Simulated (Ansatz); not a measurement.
# interstitial Cu in Al: hop to the nearest equivalent void, part 2 of 2

Wanted: the energy profile along the hop to the nearest equivalent void, from relaxed end points and a band of images. The host cell (fcc) has 32 atoms; the extra atom is the last.

Ansatz 0.2.0; DFT PBEsol, plane waves, PAW, scalar-relativistic, no spin polarisation.

**7. More of the same log: band between the two ends**

Output, continued, shortened:

```text
[...]
NEB image 2
[...]
NEB image 3
[...]
NEB image 4
[...]
NEB image 5
[...]
NEB image 1
NSCF: frozen V_eff on 8 k-points
NEB image 2
NSCF: frozen V_eff on 8 k-points
NEB image 4
NSCF: frozen V_eff on 8 k-points
NEB image 5
NSCF: frozen V_eff on 8 k-points
NEB image 3
NSCF: frozen V_eff on 8 k-points
[...]
NEB image 3, as the band closes
[...]
NEB point 1 about image 3
[...]
NEB point 2 about image 3
NEB point 3 about image 3
[...]
NEB point 4 about image 3
[...]
NEB point 5 about image 3
[...]
NEB point 6 about image 3
[...]
NEB point 7 about image 3
[...]
NEB point 8 about image 3
[...]
NEB point 9 about image 3
[...]
NEB point 10 about image 3
[...]
NEB point 11 about image 3
[...]
NEB point 12 about image 3
[...]
NEB point 13 about image 3
[...]
NEB point 14 about image 3
[...]
NEB point 15 about image 3
[...]
NEB point 16 about image 3
[...]
NEB point 17 about image 3
[...]
  cell:  # Å, volume = 531.4410 Å³
    - [8.1, 0.0, 0.0]
    - [0.0, 8.1, 0.0]
    - [0.0, 0.0, 8.1]
  atoms:
    - { symbol: Al, position: [0.5233284236005933, -0.023027837078339528, 0.00017226852695651285] }
    - { symbol: Al, position: [0.7229593345373724, 0.28319748538515627, 0.00013605367942284225] }
    - { symbol: Al, position: [0.7565783919933882, 0.003175132119622556, 0.2518647344822614] }
    - { symbol: Al, position: [0.017773428231996534, 0.11473679054148858, -4.3127376158055905e-5] }
    - { symbol: Al, position: [0.3013050047037745, 0.2366734749269816, 0.00019188465548196894] }
    - { symbol: Al, position: [0.44940375558271917, 0.5132513115714011, 0.00018576303708055537] }
    - { symbol: Al, position: [0.7327545155898237, 0.6356294529111313, -3.655909960660534e-5] }
    - { symbol: Al, position: [0.2538387877418569, 0.004804095181471027, 0.25507954223390433] }
    - { symbol: Al, position: [0.5046783537006677, 0.2456340229763943, 0.2592412845002128] }
    - { symbol: Al, position: [0.7466831362100849, 0.48775363466081667, 0.28519907677089357] }
```

**8. The log goes on: band between the two ends**

The log, continued, shortened:

```text
    - { symbol: Al, position: [0.4967596263739375, -0.0033572703677199056, 0.5001546605749486] }
    - { symbol: Al, position: [0.7447657259517639, 0.23388912133391918, 0.5000987088655088] }
    - { symbol: Al, position: [0.7566698385063741, 0.003235951364435271, 0.7485933938516325] }
    - { symbol: Al, position: [0.027433614158789858, 0.46674853597758864, 0.00013177566241888113] }
    - { symbol: Al, position: [0.22731693836212435, 0.7728820822471819, 0.00017242616559112032] }
    - { symbol: Al, position: [0.003870489200495398, 0.26214172244873557, 0.28539715772163854] }
    - { symbol: Al, position: [0.2459148300087228, 0.5042623042286947, 0.25922413263048577] }
    - { symbol: Al, position: [0.49669505486659843, 0.7451206579532984, 0.255099753083344] }
    - { symbol: Al, position: [0.006578463920826031, -0.007220789143159277, 0.500198018887971] }
[...]
    - { symbol: Al, position: [0.25389103164466176, 0.004772142073782142, 0.745185497642792] }
    - { symbol: Al, position: [0.5046453941972981, 0.24562812683202276, 0.7410489194886469] }
    - { symbol: Al, position: [0.7466754972439521, 0.487678604512157, 0.7149486288829344] }
    - { symbol: Al, position: [-0.006066702602488479, 0.7466380062627461, 0.25178870502340406] }
    - { symbol: Al, position: [0.005725068011073096, 0.5160834777031621, 0.5000957107646963] }
    - { symbol: Al, position: [0.2537942018813918, 0.7531982680812753, 0.5001536687081095] }
    - { symbol: Al, position: [0.0038791581062848413, 0.2622201652073599, 0.7147434227991815] }
    - { symbol: Al, position: [0.24594816138245967, 0.5042704088757473, 0.7410601712394378] }
    - { symbol: Al, position: [0.49664560817859604, 0.7451553101838085, 0.7451649493144125] }
    - { symbol: Al, position: [-0.006156020683518567, 0.7465796387828199, 0.7486669114491701] }
    - { symbol: Cu, position: [-0.12459521966750425, 0.8750978357855387, 0.0003361459148615139] }
```

Run time: 22 min. Hardware: 2 threads of Arm Neoverse V2, shared host; peak memory 2.2 GiB.

**9. The band, image by image**

Images 0 and 6 are the ends. Energies count from image 0; the path length is the program's own measure over all atoms.

```tsv
image	path (Å)	energy (eV)	Cu33 x y z (Å)	band force (eV/Å)
0	0.000	0.0000	0.01 6.09 0.01	-
1	0.805	0.2488	-0.20 6.47 0.00	0.006
2	1.611	0.6952	-0.49 6.80 0.00	0.011
3*	2.416	0.9644	-1.01 7.09 0.00	0.018
4	3.225	0.6937	-1.53 7.38 0.00	0.011
5	4.035	0.2446	-1.82 7.71 0.00	0.007
6	4.845	-0.0005	-2.02 8.10 0.00	-
```

The star marks the climbing image.

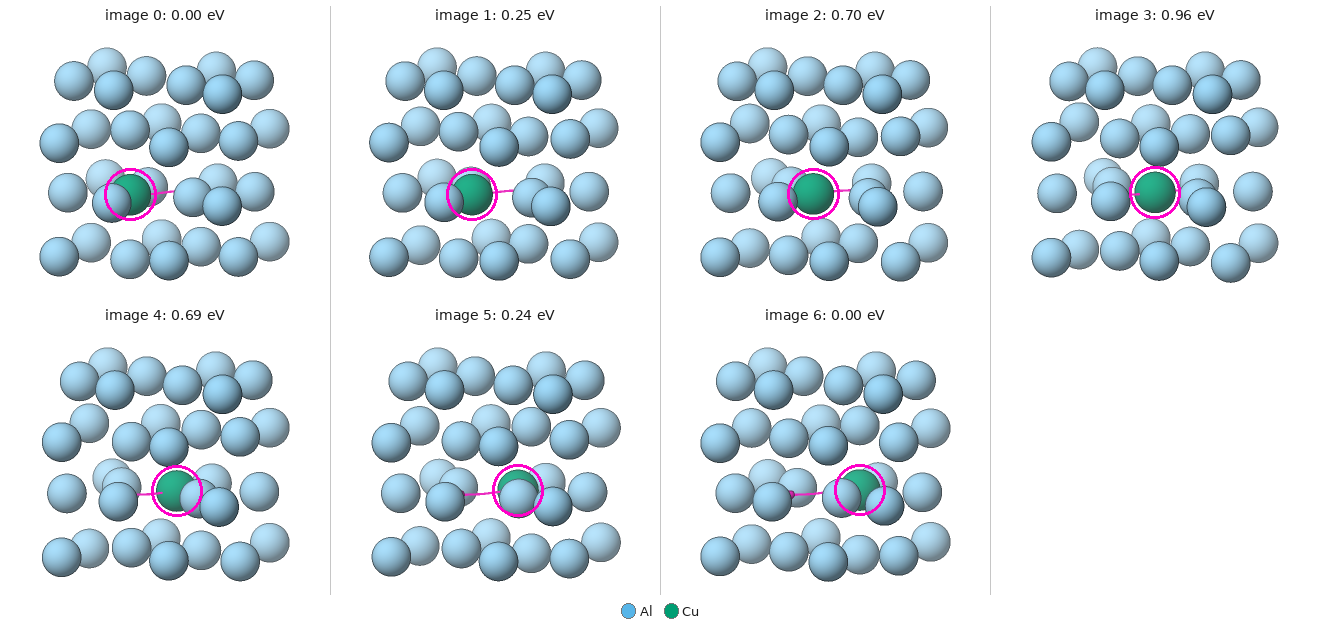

Snapshots along the band, viewed slightly off an axis. Ringed: Cu33. The magenta line is the track of the ringed atom over the whole band, with dots at its ends. Each atom of the cell is drawn once, at one copy chosen for all pictures, so bonds across the cell's faces may be missing; the others are paled.

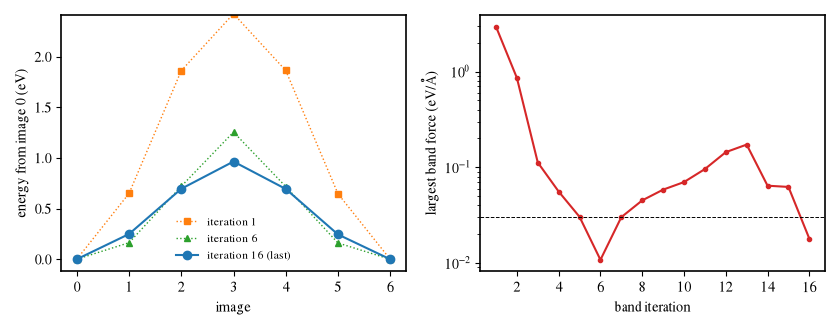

Left: energy of each image for early iterations and the last one (lines only join the points; early values far above the last band run off the scale). Right: the largest band force by iteration, with the threshold dashed.

The top of the band by iteration:

```tsv
iteration	highest image above image 0 (eV)	largest band force (eV/Å)
1	2.4233	2.943
3	1.2590	0.112
5	1.2554	0.030
7	1.2542	0.030
9	1.2438	0.058
11	1.2208	0.096
13	1.0567	0.173
15	0.9675	0.062
16	0.9644	0.018
```

Positions (Å) of images 0, 3, 6:

```xyz
33
Lattice="8.100 0.000 0.000 0.000 8.100 0.000 0.000 0.000 8.100" Properties=species:S:1:pos:R:3 pbc="T T T" image=0 dE=0.0000
Al    4.052    0.077    0.001
Al    5.999    2.030    0.001
Al    6.050    0.029    2.053
Al   -0.001    0.329   -0.001
Al    2.102    2.030    0.001
Al    4.052    3.974    0.001
Al    5.765    6.073   -0.001
Al    2.050    0.026    2.051
Al    4.050    2.025    2.047
Al    6.045    4.022    2.057
Al    4.050    0.022    4.050
Al    6.054    2.025    4.050
Al    6.047    0.031    6.047
Al   -0.001    3.747   -0.001
Al    2.347    6.073   -0.001
Al    0.001    2.030    2.102
Al    2.055    4.024    2.055
Al    4.052    6.076    2.102
Al    0.001    0.077    4.053
Al    2.047    2.025    4.050
Al    4.050    4.030    4.050
Al    5.999    6.077    4.053
Al    2.053    0.029    6.049
Al    4.050    2.025    6.055
Al    6.043    4.019    6.043
Al   -0.001    6.073    2.349
Al    0.001    3.974    4.053
Al    2.102    6.076    4.053
Al    0.001    2.030    5.999
Al    2.057    4.021    6.045
Al    4.052    6.077    5.999
Al   -0.001    6.073    5.767
Cu    0.007    6.091    0.010
33
Lattice="8.100 0.000 0.000 0.000 8.100 0.000 0.000 0.000 8.100" Properties=species:S:1:pos:R:3 pbc="T T T" image=3 dE=0.9644
Al    4.239   -0.187    0.001
Al    5.856    2.294    0.001
Al    6.128    0.026    2.040
Al    0.144    0.929    0.000
Al    2.441    1.917    0.002
Al    3.640    4.157    0.002
Al    5.935    5.149    0.000
Al    2.056    0.039    2.066
Al    4.088    1.990    2.100
Al    6.048    3.951    2.310
Al    4.024   -0.027    4.051
Al    6.033    1.895    4.051
Al    6.129    0.026    6.064
Al    0.222    3.781    0.001
Al    1.841    6.260    0.001
Al    0.031    2.123    2.312
Al    1.992    4.085    2.100
Al    4.023    6.035    2.066
Al    0.053   -0.058    4.052
Al    2.104    2.047    4.051
Al    3.976    4.028    4.051
Al    6.026    6.132    4.052
Al    2.057    0.039    6.036
Al    4.088    1.990    6.002
Al    6.048    3.950    5.791
Al   -0.049    6.048    2.039
Al    0.046    4.180    4.051
Al    2.056    6.101    4.051
Al    0.031    2.124    5.789
Al    1.992    4.085    6.003
Al    4.023    6.036    6.036
Al   -0.050    6.047    6.064
Cu   -1.009    7.088    0.003
33
Lattice="8.100 0.000 0.000 0.000 8.100 0.000 0.000 0.000 8.100" Properties=species:S:1:pos:R:3 pbc="T T T" image=6 dE=-0.0005
Al    3.738   -0.002    0.001
Al    6.078    2.338    0.001
Al    6.078   -0.002    2.342
Al    0.321   -0.003    0.001
Al    2.029    2.103    0.001
Al    3.973    4.047    0.001
Al    6.078    5.756    0.001
Al    2.029   -0.003    2.106
Al    4.022    2.055    2.058
Al    6.079    4.047    2.106
Al    3.974   -0.003    4.051
Al    6.079    2.102    4.051
Al    6.078   -0.002    5.760
Al    0.083    4.047    0.001
Al    2.029    5.992    0.001
Al    0.035    2.054    2.058
Al    2.028    4.048    2.052
Al    4.022    6.040    2.058
Al    0.083   -0.003    4.051
Al    2.028    2.049    4.051
Al    4.027    4.048    4.051
Al    6.079    5.993    4.051
Al    2.029   -0.003    5.996
Al    4.021    2.055    6.044
Al    6.079    4.047    5.996
Al    0.035    6.041    2.057
Al    0.030    4.048    4.051
Al    2.028    6.046    4.051
Al    0.035    2.054    6.044
Al    2.028    4.048    6.050
Al    4.022    6.040    6.044
Al    0.035    6.041    6.045
Cu   -2.020    8.097    0.001
```

**10. Results**

The summary covers parts 1 to 2.

| quantity | value |
| --- | --- |
| end A | 3 moves, 4.027 eV lower |
| end B | 3 moves, 4.248 eV lower |
| barrier forwards | 0.964 eV |
| barrier backwards | 0.965 eV |
| second end relative to first | -0.001 eV |
| highest image | 3 of 0 to 6, climbing |
| band iterations | 16 |
| lowest curvatures at the top | -1.03 and 0.50 eV/Å² |

What this shows: Along this path the system climbs 0.96 eV from the first end (37 kT at 300 K); with a typical attempt rate of 10^13 per second that is roughly 10^-3 events a second. Both ends agree in energy to 1 meV. The program found one negative curvature at the climbing image, so it is a first-order saddle. A cell of 33 atoms lets the moving atom feel its images, and convergence in size and mesh was not shown.
